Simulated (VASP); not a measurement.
# Geometry relaxation, with input and output: ZrS (part 2 of 2)

The same run, continued: ZrS (Fm-3m, 2 atoms in the cell); Kohn-Sham DFT of a periodic cell, BLYP, VASP PAW PBE potentials, recommended, no spin polarisation (VASP 6.6.1); cutoff 600 eV, 9×9×9 k-mesh, fermi-dirac of 0.05 eV. The structure derives from an entry of the Crystallography Open Database. It belongs to a series of runs on one base structure; here: dispersion = none.

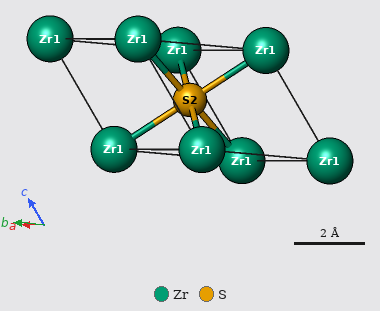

The geometry at step 2 of the log (ball-and-stick view of the cell of the calculation, seen at an oblique angle; atoms are numbered from 1 in the order of the input).

### Parts of OUTCAR, continued
```
   k-points           NKPTS =     35   k-points in BZ     NKDIM =     35   number of bands    NBANDS=     13
   number of dos      NEDOS =    301   number of ions     NIONS =      2
   total plane-waves  NPLWV =  27000
   dimension x,y,z NGX =    30 NGY =   30 NGZ =   30
   dimension x,y,z NGXF=    60 NGYF=   60 NGZF=   60
   ions per type =               1   1
   NGX,Y,Z   is equivalent  to a cutoff of  13.43, 13.43, 13.43 a.u.
   NGXF,Y,Z  is equivalent  to a cutoff of  26.87, 26.87, 26.87 a.u.
 SYSTEM =  unknown system
   PREC   = accura    normal or accurate (medium, high low for compatibility)
   ISTART =      0    job   : 0-new  1-cont  2-samecut
   ICHARG =      2    charge: 1-file 2-atom 10-const
   ISPIN  =      1    spin polarized calculation?
   LNONCOLLINEAR =      F non collinear calculations
   LSORBIT =      F    spin-orbit coupling
   LASPH  =      T    aspherical Exc in radial PAW
   ENCUT  =  600.0 eV  44.10 Ry    6.64 a.u.   7.41  7.41  7.41*2*pi/ulx,y,z
   NELM   =     60;   NELMIN=  2; NELMDL= -5     # of ELM steps
   EDIFF  = 0.1E-05   stopping-criterion for ELM
   LREAL  =      F    real-space projection
   EDIFFG = -.1E-01   stopping-criterion for IOM
   NSW    =     60    number of steps for IOM
   IBRION =      2    ionic relax: 0-MD 1-quasi-New 2-CG
   NFREE  =      1    steps in history (QN), initial steepest desc. (CG)
   ISIF   =      3    stress and relaxation
   ISYM   =      2    0-nonsym 1-usesym 2-fastsym
   POTIM  = 0.5000    time-step for ionic-motion
   TEBEG  =    0.0;   TEEND  =   0.0 temperature during run
   PSTRESS=    0.0 pullay stress
   NELECT =      18.0000    total number of electrons
   NUPDOWN=      -1.0000    fix difference up-down
   EMIN   =  10.00;   EMAX   =-10.00  energy-range for DOS
   EFERMI =   0.00;   METHOD = LEGACY
   ISMEAR =    -1;   SIGMA  =   0.05  broadening in eV -4-tet -1-fermi 0-gaus
   EFERMI_NEDOS =   21; number of points for ismear=-14 and -15
   IALGO  =     68    algorithm
   IMIX   =      4    mixing-type and parameters
     AMIX     =   0.40;   BMIX     =  1.00
     AMIX_MAG =   1.60;   BMIX_MAG =  1.00
  volume/ion in A,a.u.               =      18.09       122.06
  Fermi-wavevector in a.u.,A,eV,Ry     =   1.297258  2.451462 22.896950  1.682878
  Thomas-Fermi vector in A             =   2.428662
   LORBIT       =      0    0 simple, 1 ext, 2 COOP (PROOUT), +10 PAW based schemes
   GGA     = B5    functional components
   LHFCALC =     F    Hartree Fock is set to
   AEXX    =    0.0000 exact exchange contribution
   IVDW    =     0    specifies the selected vdW correction
   LEPSILON=     F    determine dielectric tensor
   LRPA    =     F    only Hartree local field effects (RPA)
 conjugate gradient relaxation of ions
 non-spin polarized calculation
 RMM-DIIS sequential band-by-band and
  energy-cutoff  :      600.00
  volume of cell :       36.18
 maximum number of plane-waves:      1243
 NGX is ok and might be reduce to    30
   NGX = 15   NGY = 15   NGZ = 15

--------------------------------------- Ionic step        1  -------------------------------------------

 number of electron      17.9999999 magnetization

 Free energy of the ion-electron system (eV)
  ---------------------------------------------------
  ext. energy  EPLUGINS =         0.00000000
  ---------------------------------------------------
  free energy    TOTEN  =       -13.60380760 eV

  energy without entropy =      -13.59108147  energy(sigma->0) =      -13.59744453

------------------------ aborting loop because EDIFF is reached ----------------------------------------

  FORCE on cell =-STRESS in cart. coord.  units (eV):
  Direction    XX          YY          ZZ          XY          YZ          ZX
  --------------------------------------------------------------------------------------
  -------------------------------------------------------------------------------------
  Total        1.2726185      1.2726185      1.2726185      0.0000000     -0.0000000      0.0000000
  in kB       56.3625846     56.3625846     56.3625846      0.0000000     -0.0000000      0.0000000
  external PRESSURE =      56.3625846 kB  Pullay stress =       0.0000000 kB

 VOLUME and BASIS-vectors are now :
 -----------------------------------------------------------------------------
  energy-cutoff  :      600.00
  volume of cell :       36.18
      direct lattice vectors                 reciprocal lattice vectors
     0.000000000  2.625000000  2.625000000    -0.190476190  0.190476190  0.190476190
     2.625000000  0.000000000  2.625000000     0.190476190 -0.190476190  0.190476190
     2.625000000  2.625000000  0.000000000     0.190476190  0.190476190 -0.190476190

 POSITION                                       TOTAL-FORCE (eV/Angst)
 -----------------------------------------------------------------------------------
      0.00000      0.00000      0.00000         0.000000     -0.000000     -0.000000
      2.62500      2.62500      2.62500         0.000000      0.000000      0.000000
 -----------------------------------------------------------------------------------
    total drift:                               -0.000000      0.000000      0.000000

  FREE ENERGIE OF THE ION-ELECTRON SYSTEM (eV)
  ---------------------------------------------------
  free  energy   TOTEN  =       -13.6038075968 eV

  energy  without entropy=      -13.5910814656  energy(sigma->0) =      -13.59744453

--------------------------------------- Ionic step        2  -------------------------------------------

 number of electron      18.0000001 magnetization

------------------------ aborting loop because EDIFF is reached ----------------------------------------

  FORCE on cell =-STRESS in cart. coord.  units (eV):
  Direction    XX          YY          ZZ          XY          YZ          ZX
  --------------------------------------------------------------------------------------
  -------------------------------------------------------------------------------------
  Total       -1.1815155     -1.1815155     -1.1815155      0.0000000     -0.0000000     -0.0000000
  in kB      -47.7901882    -47.7901882    -47.7901882      0.0000000     -0.0000000     -0.0000000
  external PRESSURE =     -47.7901882 kB  Pullay stress =       0.0000000 kB

 VOLUME and BASIS-vectors are now :
 -----------------------------------------------------------------------------
  energy-cutoff  :      600.00
  volume of cell :       39.61
      direct lattice vectors                 reciprocal lattice vectors
    -0.000000000  2.705580274  2.705580274    -0.184803240  0.184803240  0.184803240
     2.705580274  0.000000000  2.705580274     0.184803240 -0.184803240  0.184803240
     2.705580274  2.705580274  0.000000000     0.184803240  0.184803240 -0.184803240

 POSITION                                       TOTAL-FORCE (eV/Angst)
 -----------------------------------------------------------------------------------
      2.70558      2.70558      5.41116        -0.000000      0.000000     -0.000000
      2.70558      2.70558      2.70558         0.000000     -0.000000      0.000000
 -----------------------------------------------------------------------------------
    total drift:                                0.000000      0.000000      0.000000

  FREE ENERGIE OF THE ION-ELECTRON SYSTEM (eV)
  ---------------------------------------------------
  free  energy   TOTEN  =       -13.6036760274 eV

  energy  without entropy=      -13.5888912362  energy(sigma->0) =      -13.59628363

--------------------------------------- Ionic step        3  -------------------------------------------

 number of electron      18.0000000 magnetization

------------------------ aborting loop because EDIFF is reached ----------------------------------------

  FORCE on cell =-STRESS in cart. coord.  units (eV):
  Direction    XX          YY          ZZ          XY          YZ          ZX
  --------------------------------------------------------------------------------------
  -------------------------------------------------------------------------------------
  Total       -0.0238124     -0.0238124     -0.0238124      0.0000000     -0.0000000      0.0000000
  in kB       -1.0084379     -1.0084379     -1.0084379      0.0000000     -0.0000000      0.0000000
  external PRESSURE =      -1.0084379 kB  Pullay stress =       0.0000000 kB

 VOLUME and BASIS-vectors are now :
 -----------------------------------------------------------------------------
  energy-cutoff  :      600.00
  volume of cell :       37.83
      direct lattice vectors                 reciprocal lattice vectors
    -0.000000000  2.664472894  2.664472894    -0.187654377  0.187654377  0.187654377
     2.664472894  0.000000000  2.664472894     0.187654377 -0.187654377  0.187654377
     2.664472894  2.664472894  0.000000000     0.187654377  0.187654377 -0.187654377

 POSITION                                       TOTAL-FORCE (eV/Angst)
 -----------------------------------------------------------------------------------
      0.00000      0.00000      0.00000         0.000000      0.000000      0.000000
      2.66447      2.66447      2.66447        -0.000000     -0.000000     -0.000000
 -----------------------------------------------------------------------------------
    total drift:                               -0.000000      0.000000      0.000000

  FREE ENERGIE OF THE ION-ELECTRON SYSTEM (eV)
  ---------------------------------------------------
  free  energy   TOTEN  =       -13.6315643204 eV

  energy  without entropy=      -13.6178925584  energy(sigma->0) =      -13.62472844

--------------------------------------- Ionic step        4  -------------------------------------------

 number of electron      18.0000000 magnetization

 Free energy of the ion-electron system (eV)
  ---------------------------------------------------
  ext. energy  EPLUGINS =         0.00000000
  ---------------------------------------------------
  free energy    TOTEN  =       -13.63155803 eV

  energy without entropy =      -13.61790044  energy(sigma->0) =      -13.62472924

 E-fermi :  10.6614     XC(G=0): -10.4540     alpha+bet :-15.2319

 val. band max:       10.6049795513   @ k =   0.4444   0.1111   0.0000
 cond. band min:      10.6954814550   @ k =  -0.4444   0.2222   0.1111
 fundamental gap:      0.0905019037
 Fermi energy:        10.6614017712

 k-point     1 :       0.0000    0.0000    0.0000
  band No.  band energies     occupation
      1     -39.3702      2.00000
      2     -17.4247      2.00000
      3     -17.4247      2.00000
      4     -17.4247      2.00000
      5      -4.9627      2.00000
      6       7.0972      2.00000
      7       7.0972      2.00000
      8       7.0972      2.00000
      9       9.4509      2.00000
     10       9.4509      2.00000
     11       9.4509      2.00000
     12      10.0683      1.99999
     13      10.0683      1.99999

 k-point     2 :       0.1111    0.0000    0.0000
  band No.  band energies     occupation
      1     -39.3678      2.00000
      2     -17.4584      2.00000
      3     -17.4277      2.00000
      4     -17.4277      2.00000
      5      -4.8278      2.00000
      6       6.3368      2.00000
      7       6.6190      2.00000
      8       6.6190      2.00000
      9       9.6876      2.00000
     10       9.6876      2.00000
     11       9.7214      2.00000
     12      10.7579      0.25356
     13      10.7579      0.25355

 k-point     3 :       0.2222    0.0000    0.0000
  band No.  band energies     occupation
      1     -39.3618      2.00000
      2     -17.5423      2.00000
      3     -17.4352      2.00000
      4     -17.4352      2.00000
      5      -4.4673      2.00000
      6       4.9887      2.00000
      7       5.8395      2.00000
      8       5.8395      2.00000
      9      10.1595      1.99991
     10      10.2702      1.99920
     11      10.2702      1.99920
     12      12.2423      0.00000
     13      12.2423      0.00000

 k-point     4 :       0.3333    0.0000    0.0000
  band No.  band energies     occupation
      1     -39.3549      2.00000
      2     -17.6355      2.00000
      3     -17.4438      2.00000
      4     -17.4438      2.00000
      5      -4.0126      2.00000
      6       3.7945      2.00000
      7       5.2320      2.00000
      8       5.2320      2.00000
      9      10.8275      0.06966
     10      11.0961      0.00034
     11      11.0961      0.00034
     12      13.9269      0.00000
     13      13.9269      0.00000

 k-point     5 :       0.4444    0.0000    0.0000
  band No.  band energies     occupation
      1     -39.3504      2.00000
      2     -17.6949      2.00000
      3     -17.4493      2.00000
      4     -17.4493      2.00000
      5      -3.6782      2.00000
      6       3.0845      2.00000
      7       4.9124      2.00000
      8       4.9124      2.00000
      9      11.8351      0.00000
     10      11.8394      0.00000
     11      11.8394      0.00000
     12      13.3565      0.00000
     13      15.4049      0.00000

 [... the levels of 18 k-points are left out ...]

 k-point    24 :       0.4444    0.4444    0.0000
  band No.  band energies     occupation
      1     -39.3442      2.00000
      2     -17.6386      2.00000
      3     -17.5099      2.00000
      4     -17.5099      2.00000
      5      -4.2007      2.00000
      6       4.4962      2.00000
      7       6.2218      2.00000
      8       6.2218      2.00000
      9       7.6299      2.00000
     10      11.1049      0.00028
     11      12.7573      0.00000
     12      12.7573      0.00000
     13      13.4971      0.00000

 [... further k-points ...]

------------------------ aborting loop because EDIFF is reached ----------------------------------------

  FORCE on cell =-STRESS in cart. coord.  units (eV):
  Direction    XX          YY          ZZ          XY          YZ          ZX
  --------------------------------------------------------------------------------------
  -------------------------------------------------------------------------------------
  Total        0.0126221      0.0126221      0.0126221      0.0000000      0.0000000     -0.0000000
  in kB        0.5350112      0.5350112      0.5350112      0.0000000      0.0000000     -0.0000000
  external PRESSURE =       0.5350112 kB  Pullay stress =       0.0000000 kB

 VOLUME and BASIS-vectors are now :
 -----------------------------------------------------------------------------
  energy-cutoff  :      600.00
  volume of cell :       37.80
      direct lattice vectors                 reciprocal lattice vectors
    -0.000000000  2.663683435  2.663683435    -0.187709993  0.187709993  0.187709993
     2.663683435  0.000000000  2.663683435     0.187709993 -0.187709993  0.187709993
     2.663683435  2.663683435  0.000000000     0.187709993  0.187709993 -0.187709993

 POSITION                                       TOTAL-FORCE (eV/Angst)
 -----------------------------------------------------------------------------------
      0.00000      0.00000      0.00000        -0.000000     -0.000000     -0.000000
      2.66368      2.66368      2.66368         0.000000      0.000000      0.000000
 -----------------------------------------------------------------------------------
    total drift:                               -0.000000      0.000000      0.000000

  FREE ENERGIE OF THE ION-ELECTRON SYSTEM (eV)
  ---------------------------------------------------
  free  energy   TOTEN  =       -13.6315580339 eV

  energy  without entropy=      -13.6179004441  energy(sigma->0) =      -13.62472924

 reached required accuracy - stopping structural energy minimisation
```

### CONTCAR
```
ZrS
   1.00000000000000
    -0.0000000000000000    2.6636834354786258    2.6636834354786258
     2.6636834354786258    0.0000000000000000    2.6636834354786258
     2.6636834354786258    2.6636834354786258    0.0000000000000000
  Zr              S
     1     1
Direct
     0.0000000000000000    0.0000000000000000    0.0000000000000000
     0.5000000000000000    0.5000000000000000    0.5000000000000000

  0.00000000E+00  0.00000000E+00  0.00000000E+00
  0.00000000E+00  0.00000000E+00  0.00000000E+00
```

### Trajectory as extended XYZ (Å, eV, eV/Å), 4 frames, from step=0 to step=3
```
2
Lattice="0.0000 2.6250 2.6250 2.6250 0.0000 2.6250 2.6250 2.6250 0.0000" Properties=species:S:1:pos:R:3:forces:R:3 step=0 energy=-13.60381
Zr    0.0000    0.0000    0.0000    0.0000   0.0000   0.0000
S     2.6250    2.6250    2.6250    0.0000   0.0000   0.0000
2
Lattice="-0.0000 2.7056 2.7056 2.7056 0.0000 2.7056 2.7056 2.7056 0.0000" Properties=species:S:1:pos:R:3:forces:R:3 step=1 energy=-13.60368
Zr    2.7056    2.7056    5.4112    0.0000   0.0000   0.0000
S     2.7056    2.7056    2.7056    0.0000   0.0000   0.0000
2
Lattice="-0.0000 2.6645 2.6645 2.6645 0.0000 2.6645 2.6645 2.6645 0.0000" Properties=species:S:1:pos:R:3:forces:R:3 step=2 energy=-13.63156
Zr    0.0000    0.0000    0.0000    0.0000   0.0000   0.0000
S     2.6645    2.6645    2.6645    0.0000   0.0000   0.0000
2
Lattice="-0.0000 2.6637 2.6637 2.6637 0.0000 2.6637 2.6637 2.6637 0.0000" Properties=species:S:1:pos:R:3:forces:R:3 step=3 energy=-13.63156
Zr    0.0000    0.0000    0.0000    0.0000   0.0000   0.0000
S     2.6637    2.6637    2.6637    0.0000   0.0000   0.0000
```

This output came from the following input.

### INCAR
```
PREC = Accurate ; ENCUT = 600
EDIFF = 1E-6 ; ISMEAR = -1
SIGMA = 0.05 ; LREAL = False
LASPH = True ; NELM = 60
ALGO = Fast ; ISIF = 3
LWAVE = False ; LCHARG = False
GGA = B5 ; ALDAX = 1.0
AGGAX = 1.0 ; AGGAC = 1.0
ALDAC = 0.0 ; IBRION = 2
NSW = 60 ; EDIFFG = -0.01
```

### KPOINTS
```
regular mesh
0
Gamma
  9 9 9
```

### POSCAR
```
ZrS
1.0
    0.0000000000      2.6250000000      2.6250000000
    2.6250000000      0.0000000000      2.6250000000
    2.6250000000      2.6250000000      0.0000000000
Zr S
1 1
Direct
    0.0000000000      0.0000000000      0.0000000000
    0.5000000000      0.5000000000      0.5000000000
```

Launch command:
```bash
cat potpaw_PBE.64/Zr_sv/POTCAR potpaw_PBE.64/S/POTCAR > POTCAR
mpirun -np 1 vasp_std > vasp.out
```

### Results in brief

| quantity | value |
| --- | --- |
| outcome | converged |
| space group (tolerance 0.01 Å) | Fm-3m (225) |
| electrons treated | 18 |
| free energy | −13.6316 eV |
| Fermi energy | 10.661 eV |
| gap on the k-point mesh | none (metallic) |
| pressure | 0.05 GPa |
| final volume | 37.80 Å³ |
| largest force (length of the vector) at the end | under 0.001 eV/Å |
| final cell | a = 3.767 Å, b = 3.767 Å, c = 3.767 Å, α = 60.00°, β = 60.00°, γ = 60.00° |
| hardware | 1 thread of Intel Xeon (Sapphire Rapids), 360 GiB of memory available, shared host |
| wall time | 2.7 min |
| peak memory | 0.18 GiB |
